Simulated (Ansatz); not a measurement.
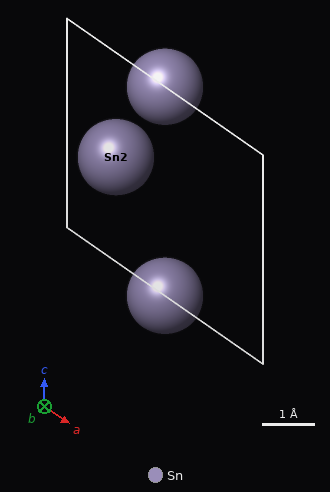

Figure 1. The structure (spheres-only view of the reduced cell, along the b axis; atoms are numbered from 1 in the order of the input). An atom can appear more than once, as a periodic image.

## Single-point calculation, with input and output: Sn

- system: Sn (I4₁/amd, 2 atoms in the cell)
- method: DFT PBEsol, scalar-relativistic, plane waves, PAW, no spin polarisation (Ansatz 0.2.0)

The structure derives from an entry of the Crystallography Open Database. It belongs to a series of runs on one base structure; here: strain +0.0150 x Voigt [1, 0, 0, 0, 0, 0], atoms carried along. Figures and captions count atoms from 1; the log counts them from 0 in places.

**What the program printed**
```
Engine: ansatz 0.2.0, x86_64-unknown-linux-gnu
Pseudopotentials: kind: paw
Pseudopotential: Sn, paw, valence charge 14, recommended cutoff 420 eV (normal), Sn.paw.azcp
Functional definition: PBEsol
  exchange = pbesol_x
  correlation = pbesol_c
Crystal: 2 atoms, lattice volume = 71.031 Å³
Basis set: ecut = 420 eV, 1387 PW (Γ), exchange–correlation on 64×64×64 points (8 copies of the dense FFT grid, shifted against one another)
Bands: 18, of which v1, the nominal top of the filled ones, is band 14 counted from 1 (13 counted from 0)
Symmetry: 16 space group operations
Space group: I41/amd (ITA 141), of the structure as read, at distance tolerance 4.1e-5 Å
k-points: 349 of 4096
Non-local potential: Sn, projectors of the file, l = 0: 2, l = 1: 2, l = 2: 2, l = 3: 2
PAW form: soft (Blöchl's): semilocal exchange-correlation on the pseudo side does not see the compensation charge
PAW frozen core: Sn, regenerated for the run's functional, and the local potential with it (the file was generated under x = pbe(κ = 0.804, μ = 0.2195149727645171), c = pbe(β = 0.06672455060314922))
PAW one-centre angular grid: Sn, 590 points (default); XC on 64 Gauss nodes
Initial density: superposition of atomic densities (neutral atoms: chi_scale 0, normalization atom), corrected by the library's trained network
Initial wavefunctions: pseudopotential atomic-orbital guess
Functional: x = pbesol(κ = 0.804, μ = 0.12345679012345678), c = pbesol(β = 0.046)
SCF iter   1: F=—  HF=-11899.508345 eV  |F-HF|=—  |Δ(HF+E_count)|=         —  Δρ=2.46e-3  dr2=4.98e-3  ethr=1.77e-3  ⟨swp⟩=5.5  Hψ=31723  notcnv=0
preconditioner: auto → Kerker (q_TF=auto, 2.336 Å⁻¹)  [metal: Δε(μ)=0.034 eV  Ē_g=19.867 eV  σ=0.150 eV  W_gap=0.13  n_scr=14 (ndim 8)  ℏωp=23.3 eV  f_vac=0.105  D(μ)=0.13/eV (n_scr^D=0)]
SCF iter   2: F=—  HF=-11899.505531 eV  |F-HF|=—  |Δ(HF+E_count)|=   2.81e-3  Δρ=1.49e-3  dr2=2.45e-3  ethr=1.78e-5  ⟨swp⟩=1.1  Hψ=9350  notcnv=0
SCF iter   3: F=—  HF=-11899.505325 eV  |F-HF|=—  |Δ(HF+E_count)|=   2.06e-4  Δρ=5.72e-4  dr2=3.45e-4  ethr=8.76e-6  ⟨swp⟩=2.0  Hψ=11171  notcnv=0
SCF iter   4: F=—  HF=-11899.505487 eV  |F-HF|=—  |Δ(HF+E_count)|=   1.62e-4  Δρ=5.62e-4  dr2=2.60e-4  ethr=1.23e-6  ⟨swp⟩=2.0  Hψ=11171  notcnv=0
SCF iter   5: F=—  HF=-11899.505432 eV  |F-HF|=—  |Δ(HF+E_count)|=   5.52e-5  Δρ=8.56e-5  dr2=4.60e-6  ethr=9.29e-7  ⟨swp⟩=2.0  Hψ=11173  notcnv=0
SCF iter   6: F=—  HF=-11899.505439 eV  |F-HF|=—  |Δ(HF+E_count)|=   7.07e-6  Δρ=1.94e-5  dr2=2.43e-7  ethr=1.64e-8  ⟨swp⟩=2.0  Hψ=11182  notcnv=0
SCF iter   7: F=-11899.505440 eV  HF=-11899.505440 eV  |F-HF|=2.21e-8  |Δ(HF+E_count)|=   5.46e-7  Δρ=2.90e-6  dr2=6.26e-9  ethr=3.57e-10  ⟨swp⟩=11.6  Hψ=47998  notcnv=0
SCF 1 converged in 7 iterations: F = -11899.505440 eV  dr2 = 6.26e-9
  greatest PAW one-centre occupation: 0.991 electrons in one spin orbital (limit 2), on the Sn atom at site 1 (counted from 0), in its partial waves of l = 2
```

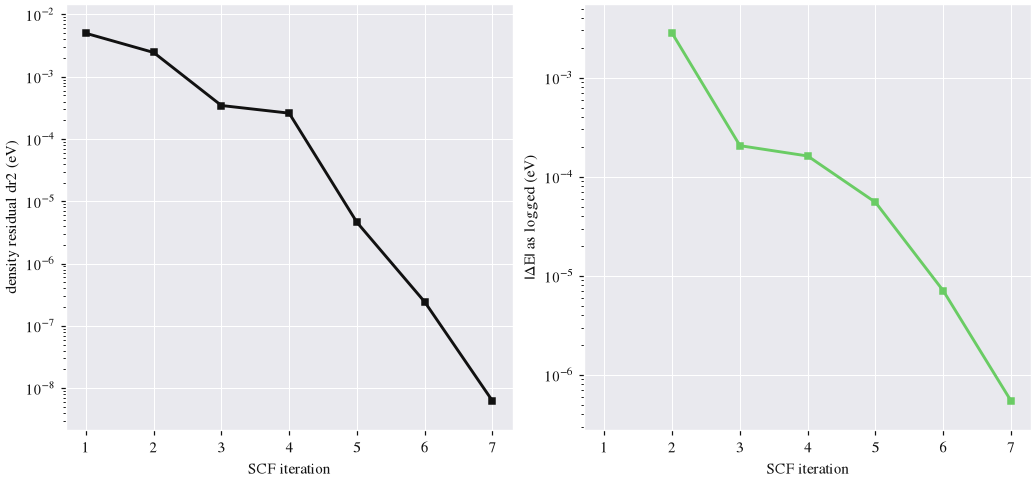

Figure 2. Convergence of the self-consistent field: density residual dr2 and size of the energy change against the SCF iteration. The residual falls at every step.

```
SCF converged after 7 iterations
Free energy (F): -11899.505440 eV
Harris-Foulkes:  -11899.505440 eV  (|F-HF|=2.21e-8)
Internal energy: -11899.504000 eV  (E = F + TS)
E sigma→0 (E₀):  -11899.504720 eV
Entropy (-TS):   -0.001440 eV (-0.720 meV/atom)
Fermi energy:    7.205743 eV
--- Per-component energies (eV) ---
  E_band       = -262.717260
  E_kinetic    = 374.563676
  E_local      = -2352.308212  (includes V_loc(G=0)·N_el)
  E_nonlocal   = -60.502694
  E_hartree    = 1340.808474
  E_xc         = -757.164472
  E_vxc        = -192.367883  (∫ρ·V_xc dr)
  E_paw        = -8132.784341  (= ΣΔE_a)
  E_vpaw       = -713.721470  (= ΣTr[D̂ρ^β])
  E_aug_tail   = -0.000001  (compensation charges beyond the density's cutoff)
  E_ewald      = -2312.686110
  E_core_change = 0.569680  (= ΣΔE_core)
  E_smearing   = -0.001440  (= −TS)
  E_closure    = 0.000000  (closes the sum)
  Σ components = -11899.505440   (vs F -11899.505440, Δ=0.00e0)
--- Forces (eV/Å), atoms counted from 1 ---
  atom   1  Sn     0.00000000     0.00000000     0.00000000
  atom   2  Sn     0.00000000     0.00000000    -0.00000000
  max |Σ_I F_I| component: 1.04e-17 eV/Å
--- Stress (GPa, compression-positive) ---
       -0.941340       0.000000       0.000000
        0.000000      -0.477529      -0.000000
        0.000000       0.000000      -0.477529
  P = ⅓ Tr σ = -0.6321 GPa (-6.321 kbar)
--- Band table (eV; the first three rows and the last of 349) ---
  k-point 0: bands = ["-14.3612", "-14.3612", "-14.3558", "-14.3047", "-14.3027", "-14.0287", "-14.0209", "-14.0209", "-14.0205", "-14.0158", "-3.1822", "6.2336", "7.2144", "7.3120", "7.3120", "9.3178", "9.3178", "9.3770"]
  k-point 1: bands = ["-14.3641", "-14.3621", "-14.3570", "-14.3006", "-14.2988", "-14.0347", "-14.0330", "-14.0236", "-14.0090", "-14.0089", "-3.1457", "5.7583", "7.1652", "7.2342", "7.5213", "9.4198", "9.4302", "9.5014"]
  k-point 2: bands = ["-14.3708", "-14.3675", "-14.3557", "-14.2909", "-14.2895", "-14.0453", "-14.0452", "-14.0272", "-13.9999", "-13.9984", "-3.0371", "4.9180", "6.9759", "7.0461", "7.6585", "9.6699", "9.6920", "9.9489"]
  k-point 348: bands = ["-14.4200", "-14.4200", "-14.2252", "-14.2252", "-14.1679", "-14.1679", "-14.1318", "-14.1318", "-13.9418", "-13.9418", "-0.1453", "-0.1453", "4.2906", "4.2906", "10.3777", "10.3777", "11.0794", "11.0794"]
```

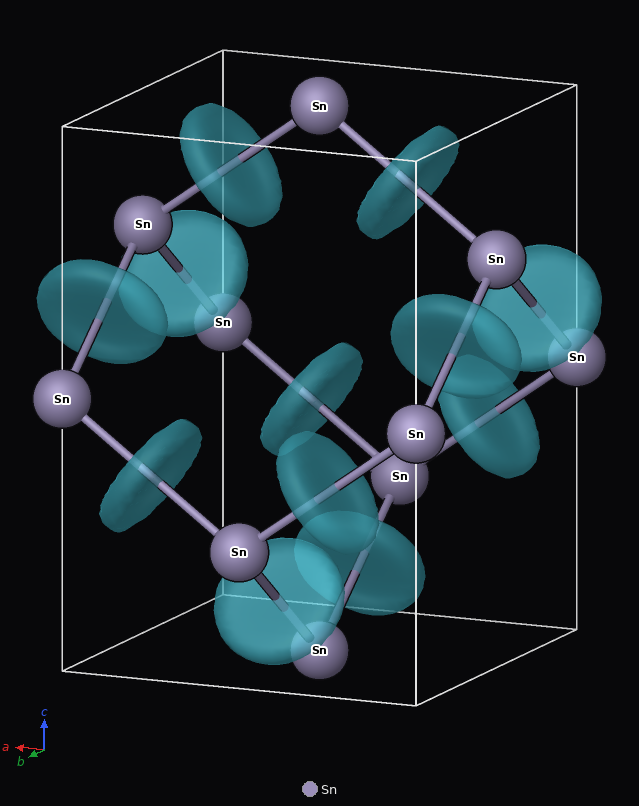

Figure 3. Isosurface of the electron localisation function at 0.55 (cyan), seen at an oblique angle. Core shells and regions of very low density are left out. Sticks mark near contacts. The outline is the cell set on symmetry axes. Profiles from the grid: Sn–Sn (2.85 Å): the ELF peaks at about 0.65 between the atoms. In a PAW calculation such maps are meaningful between the atoms, not at the nuclei.

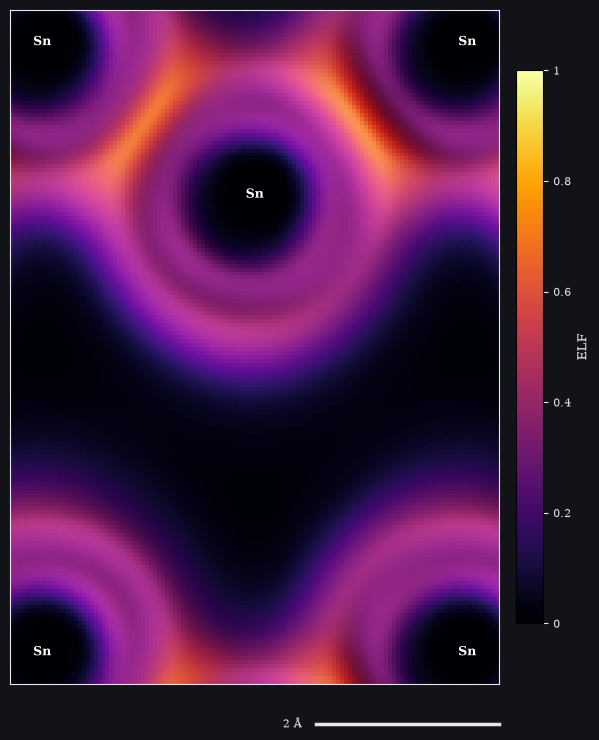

Figure 4. Electron localisation function on the (010) plane of the conventional cell. Atoms in the plane: Sn. Sn–Sn (2.85 Å): the ELF peaks at about 0.65 between the atoms.

The run was set up as follows.

**Input file**
```yaml
crystal:
  lattice:
    - [0.0, 3.2707792804, 3.2707792804]
    - [3.3198409696, 0.0, 3.2707792804]
    - [3.3198409696, 3.2707792804, 0.0]
  atoms:
    - { symbol: Sn, position: [0.5, 0.5, 0.5] }
    - { symbol: Sn, position: [0.75, 0.75, 0.75] }
basis:
  ecutwfc: 420
kpoints:
  mp_grid: { grid: [16, 16, 16] }
hamiltonian:
  xc: pbesol
scf:
  occupations: { method: gaussian, width: 0.15 }
output:
  forces: true
  stress: true
  eigenvalues: true
  write_density: true
  write_potential: true
  elf: true
  volumetric_format: npy
```

Command:
```bash
ansatz run input.yaml --threads 1 --pin off --max-ram 2560MiB --backend cpu --events-out ev --progress --plain --runs-dir out
```

**Summary**

```json
{"quantity": "outcome", "value": "converged"}
{"quantity": "space group (tolerance 0.01 Å)", "value": "I4₁/amd (141)"}
{"quantity": "electrons treated", "value": "28"}
{"quantity": "free energy", "value": "−11899.5054 eV"}
{"quantity": "Fermi energy", "value": "7.206 eV"}
{"quantity": "gap on the k-point mesh", "value": "none (metallic)"}
{"quantity": "pressure", "value": "−0.63 GPa"}
{"quantity": "largest force (length of the vector)", "value": "under 0.001 eV/Å"}
{"quantity": "hardware", "value": "1 thread of Intel Xeon @ 2.50GHz (Skylake/Cascade Lake), 192 GiB of memory available, shared host"}
{"quantity": "wall time", "value": "37 s"}
{"quantity": "peak memory", "value": "0.61 GiB"}
```
